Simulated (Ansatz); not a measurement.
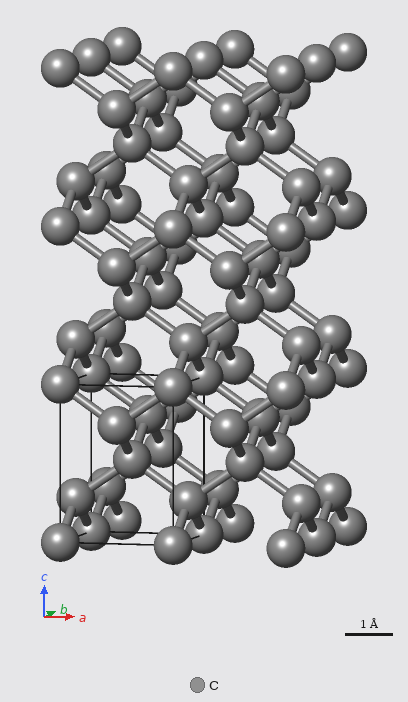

Fig. 1: The input geometry (ball-and-stick view of the cell 2 times as large as that of the calculation, set on its symmetry axes, repeated 2 × 2 × 3, seen at an oblique angle).

## Run report: C, band-structure calculation

The run: band-structure calculation of C (I4₁/amd, 2 atoms in the cell). Method and program: DFT, r2SCAN, plane waves, PAW, no spin polarisation (Ansatz 0.2.0).

The structure was built on a prototype by a generator. The geometry comes from this level: r2SCAN (a point of a series of strains). It belongs to a series of runs on one base structure; here: uniaxial_z strain -4.0%.

## Input
```yaml
crystal:
  lattice:
    - [0.0, 1.7801241426, 1.7092752017]
    - [1.7801241426, 0.0, 1.7092752017]
    - [1.7801241426, 1.7801241426, 0.0]
  atoms:
    - { symbol: C, position: [0.0, 0.0, 0.0] }
    - { symbol: C, position: [0.25, 0.25, 0.25] }
kpoints:
  mp_grid: { grid: [12, 12, 12] }
  band_path:
    path:
      - [0.0, 0.0, 0.0]
      - [0.5, 0.0, 0.5]
      - [0.625, 0.25, 0.625]
      - [0.375, 0.375, 0.75]
      - [0.5, 0.5, 0.5]
      - [0.5, 0.25, 0.75]
      - [0.35, 0.0, 0.35]
    npoints: 1
hamiltonian:
  xc: r2scan
scf:
  occupations: { method: fixed }
  n_extra_bands: 4
output:
  forces: true
  stress: true
  eigenvalues: true
  write_density: true
  write_potential: true
  elf: true
  volumetric_format: npy
```

Hardware: 4 threads of an x86-64 CPU, shared host.

Launch command:
```bash
ansatz run input.yaml --threads 4 --pin off --max-ram 3686MiB --backend cpu --events-out ev --progress --plain --runs-dir out
```

## Output
```
scf.n_extra_bands = 4 over 4 filled bands (N_el = 8.0): the run solves 8 bands
Engine: ansatz 0.2.0, x86_64-unknown-linux-gnu
Pseudopotentials: kind: paw
Pseudopotential: C, paw, valence charge 4, recommended cutoff 500 eV (meta_gga), C.paw.azcp
Functional definition: r2SCAN
  parameter k0 = 0.174
  parameter k1 = 0.065
  parameter a1 = 4.9479
  exchange = r2scan_x(k0 = k0, k1 = k1, a1 = a1)
  correlation = r2scan_c
Crystal: 2 atoms, lattice volume = 10.833 Å³
Basis set: ecut = 500 eV, 275 PW (Γ), exchange–correlation on 72×72×80 points (64 copies of the dense FFT grid, shifted against one another)
Bands: 8, of which v1, the nominal top of the filled ones, is band 4 counted from 1 (3 counted from 0)
Symmetry: 16 space group operations
Space group: I41/amd (ITA 141), of the structure as read, at distance tolerance 2.2e-5 Å
k-points: 163 of 1728
Non-local potential: C, projectors of the file, l = 0: 2, l = 1: 2, l = 2: 1
PAW form: soft (Blöchl's): semilocal exchange-correlation on the pseudo side does not see the compensation charge
PAW frozen core: C, regenerated for the run's functional (the file was generated under x = pbe(κ = 0.804, μ = 0.2195149727645171), c = pbe(β = 0.06672455060314922))
PAW one-centre angular grid: C, 302 points (default); XC on 239 of its mesh's 2573 points in the sphere
Initial density: superposition of atomic densities (neutral atoms: chi_scale 0, normalization atom), corrected by the library's trained network
Initial wavefunctions: pseudopotential atomic-orbital guess
Functional: x = r2scan, c = r2scan; τ floored in thin density (d = 2e-4 eV/Å³)
SCF iter   1: F=—  HF=-502.987197 eV  |F-HF|=—  |Δ(HF+E_count)|=         —  Δρ=9.07e-3  dr2=2.56e-3  dr2_τ=4.35e-1  ethr=1.77e-3  ⟨swp⟩=4.1  Hψ=7921  notcnv=0  defer=247
preconditioner: auto → none  [insulator: Δε(μ)=3.322 eV  Ē_g=21.473 eV  n_scr=0 (ndim 8)  ℏωp=31.9 eV  f_vac=0.000  ε∞_Penn≈3.2]
SCF iter   2: F=—  HF=-503.047192 eV  |F-HF|=—  |Δ(HF+E_count)|=   6.00e-2  Δρ=5.72e-3  dr2=9.87e-4  dr2_τ=6.43e-5  ethr=3.20e-5  ⟨swp⟩=2.7  Hψ=3760  notcnv=0  defer=320
SCF iter   3: F=—  HF=-503.047235 eV  |F-HF|=—  |Δ(HF+E_count)|=   4.32e-5  Δρ=1.59e-3  dr2=8.23e-5  dr2_τ=1.47e-5  ethr=1.23e-5  ⟨swp⟩=3.0  Hψ=2237  notcnv=0  defer=323
SCF iter   4: F=—  HF=-503.047260 eV  |F-HF|=—  |Δ(HF+E_count)|=   2.50e-5  Δρ=2.58e-4  dr2=2.09e-6  dr2_τ=1.57e-7  ethr=1.03e-6  ⟨swp⟩=2.0  Hψ=1813  notcnv=0  defer=45
iter 5 did not close the SCF: its close was put off for the readings that it lacked (scf_convergence_deferred on its scf_iter line)
SCF iter   5: F=-503.047262 eV  HF=-503.047262 eV  |F-HF|=5.01e-8  |Δ(HF+E_count)|=   1.30e-6  Δρ=5.48e-5  dr2=9.73e-8  dr2_τ=1.16e-8  ethr=2.61e-8  ⟨swp⟩=2.0  Hψ=1887  notcnv=0  defer=56
SCF iter   6: F=-503.047262 eV  HF=-503.047262 eV  |F-HF|=6.43e-11  |Δ(HF+E_count)|=   5.72e-8  Δρ=1.64e-6  dr2=8.14e-11  dr2_τ=1.34e-11  ethr=1.22e-9  ⟨swp⟩=7.4  Hψ=8925  notcnv=0
SCF 1 converged in 6 iterations: F = -503.047262 eV  dr2 = 8.14e-11
  greatest PAW one-centre occupation: 0.666 electrons in one spin orbital (limit 2), on the C atom at site 1 (counted from 0), in its partial waves of l = 0
```

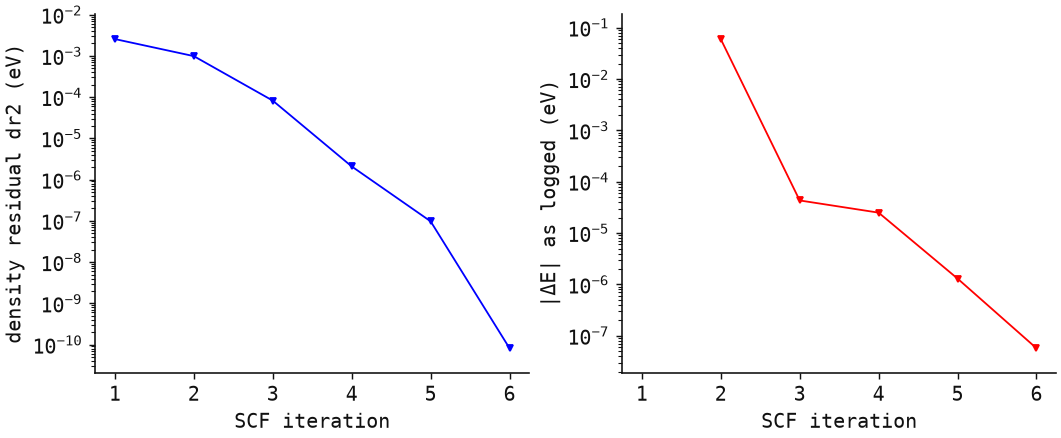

Fig. 2: Convergence of the self-consistent field: density residual dr2 and size of the energy change against the SCF iteration. The residual falls at every step.

```
NSCF: frozen V_eff on 7 k-points
SCF converged after 6 iterations
Free energy (F): -503.047262 eV
Harris-Foulkes:  -503.047262 eV  (|F-HF|=6.43e-11)
Internal energy: -503.047262 eV  (E = F + TS)
E sigma→0 (E₀):  -503.047262 eV
Fermi energy:    14.561773 eV
--- Per-component energies (eV) ---
  E_band       = 34.744756
  E_kinetic    = 187.426997
  E_local      = -117.684905  (includes V_loc(G=0)·N_el)
  E_nonlocal   = 53.116244
  E_hartree    = 26.007260
  E_xc         = -96.709332
  E_vxc        = -133.686803  (∫ρ·V_xc dr)
  E_paw        = -201.717788  (= ΣΔE_a)
  E_vpaw       = -13.490294  (= ΣTr[D̂ρ^β])
  E_aug_tail   = 0.000009  (compensation charges beyond the density's cutoff)
  E_vtau       = 7.049026  (kinetic-family band-sum trace: ∫τ·v_τ [+ j·A + Jᵃ·Aᵃ] dr)
  E_ewald      = -353.436200
  E_core_change = -0.049547  (= ΣΔE_core)
  E_smearing   = -0.000000  (= −TS)
  E_closure    = 0.000000  (closes the sum)
  Σ components = -503.047262   (vs F -503.047262, Δ=0.00e0)
--- Forces (eV/Å), atoms counted from 1 ---
  atom   1  C      0.00000000     0.00000000     0.00000000
  atom   2  C      0.00000000     0.00000000     0.00000000
  max |Σ_I F_I| component: 3.47e-18 eV/Å
--- Stress (GPa, compression-positive) ---
        6.342584       0.000000       0.000000
        0.000000       6.342584       0.000000
        0.000000      -0.000000      46.638892
  P = ⅓ Tr σ = 19.7747 GPa (197.747 kbar)
--- Band table (eV; the first three rows and the last of 163) ---
  k-point 0: bands = ["-9.1793", "13.9278", "13.9278", "14.5618", "19.7987", "20.3523", "20.3523", "29.0027"]
  k-point 1: bands = ["-8.9720", "12.7339", "13.5570", "14.0528", "20.3103", "20.8097", "21.1332", "29.1755"]
  k-point 2: bands = ["-8.3527", "10.0050", "12.7464", "13.2693", "21.3071", "21.7765", "22.4279", "29.6676"]
  k-point 162: bands = ["0.6898", "0.6898", "6.7764", "6.7764", "18.5885", "18.5885", "32.9241", "32.9241"]
```

## File bands.tsv
```
# k_distance	band_0	band_1	band_2	band_3	band_4	band_5	band_6	band_7
# fermi_ev = 14.561773
# lock_threshold_ev = 1e-6
# [0, 0, 0] at k_distance = 0.000000
# [0.5, 0, 0.5] at k_distance = 1.764817
# [0.625, 0.25, 0.625] at k_distance = 2.401836
# [0.375, 0.375, 0.75] at k_distance = 3.490155
# [0.5, 0.5, 0.5] at k_distance = 4.600945
# [0.5, 0.25, 0.75] at k_distance = 5.874984
# [0.35, 0, 0.35] at k_distance = 6.904040
# levels_relative_to = fermi_ev
# free_energy_ev = -503.047262
# largest_residual_norms_ev = 1.131e-4 3.147e-4 6.043e-4 5.047e-4 1.244e-3 7.771e-4 8.389e-4 1.256e-3
0.000000	-23.741048	-0.633976	-0.633976	0.000000	5.236936	5.790498	5.790498	14.440974
1.764817	-14.554289	-14.554289	-7.132070	-7.132070	5.061245	5.061245	18.053288	18.053289
2.401836	-14.621312	-13.413357	-10.619531	-6.111356	6.061943	11.690154	15.193066	16.724744
3.490155	-14.500315	-12.806221	-10.506326	-6.773000	5.009758	10.422303	15.482897	16.989548
4.600945	-17.516543	-14.976279	-3.900872	-3.132915	8.275553	8.492897	9.960964	16.753010
5.874984	-13.440468	-13.440468	-9.479142	-9.479142	10.650682	10.650682	12.866480	12.866480
6.904040	-19.095979	-9.153475	-6.336980	-6.213932	4.400667	7.669458	14.849859	16.107242
```

## File v_z.tsv
```
# z_ang	v_es[eV]	v_tot[eV]
# format = ansatz-planar-average/11
# xc	r2scan
# density_cutoff_ev	2000
# datasets	C=:simpson_from_first_knot:soft:shift=0
# lattice	0.000000000	1.780124143	1.709275202
# lattice	1.780124143	0.000000000	1.709275202
# lattice	1.780124143	1.780124143	0.000000000
# sites	2
# site	6	0.000000000	0.000000000	0.000000000
# site	6	0.890062071	0.890062071	0.854637601
0.000000	-4.585980e0	-2.115418e1
0.125874	-6.326611e0	-2.352195e1
0.251748	-7.206499e0	-2.467566e1
0.377621	-7.206499e0	-2.467566e1
0.503495	-6.326611e0	-2.352195e1
0.629369	-4.585980e0	-2.115418e1
0.755243	-2.187477e0	-1.789557e1
0.881116	5.523401e-1	-1.427791e1
1.006990	3.472568e0	-1.047904e1
1.132864	6.432494e0	-6.579907e0
1.258738	9.097253e0	-3.055048e0
1.384612	1.105319e1	-5.497834e-1
1.510485	1.201044e1	6.167843e-1
1.636359	1.201044e1	6.167843e-1
1.762233	1.105319e1	-5.497834e-1
1.888107	9.097253e0	-3.055048e0
2.013981	6.432494e0	-6.579907e0
2.139854	3.472568e0	-1.047904e1
2.265728	5.523401e-1	-1.427791e1
2.391602	-2.187477e0	-1.789557e1
```

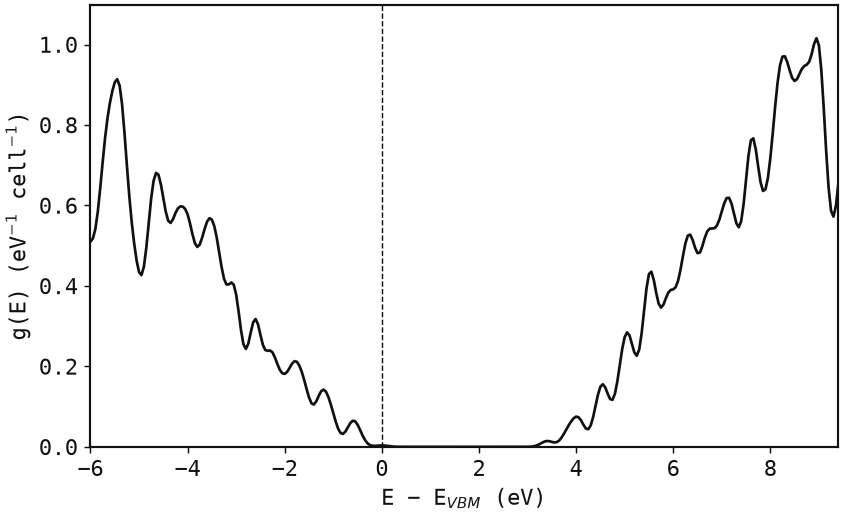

Fig. 3: Density of states (the curve is built from the levels of the k mesh with Gaussians 0.3 eV wide, which also blur the band edges), with energies from the valence-band top. There is a gap of 3.39 eV on the k-point mesh. Small ripples come from the finite k-point mesh.

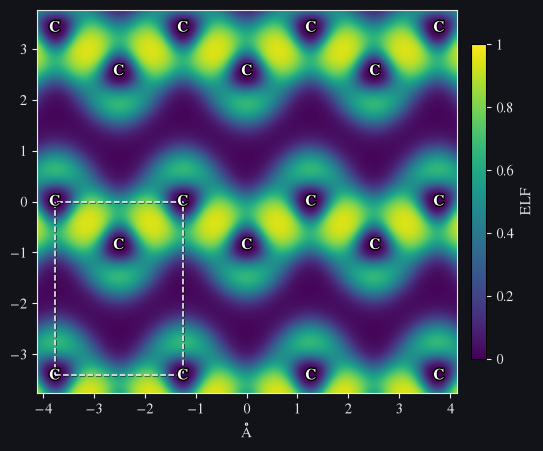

Fig. 4: Electron localisation function on the (010) plane of the conventional cell. The plane passes through C nuclei. Core electrons are frozen (PAW), so the fields are smoothed inside the atomic spheres.

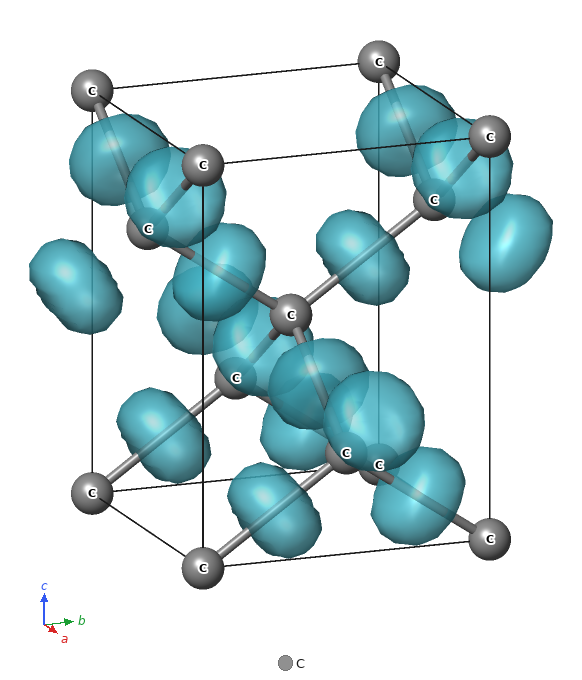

Fig. 5: Isosurface of the ELF at 0.8 (cyan), seen slightly off an axis. Only the valence region is drawn (cores and ρ < 0.01 e/Å³ removed). Sticks mark near contacts. The outline is the cell set on symmetry axes. Along the contacts the grid gives the following.

## Key numbers

```tsv
quantity	value
outcome	converged
space group (tolerance 0.01 Å)	I4₁/amd (141)
electrons treated	8
free energy	−503.0473 eV
Fermi energy	14.562 eV
gap on the k-point mesh	3.39 eV
pressure	19.77 GPa
largest force (length of the vector)	under 0.001 eV/Å
wall time	0.58 s (CPU time 1.7 s)
peak memory	0.41 GiB
```
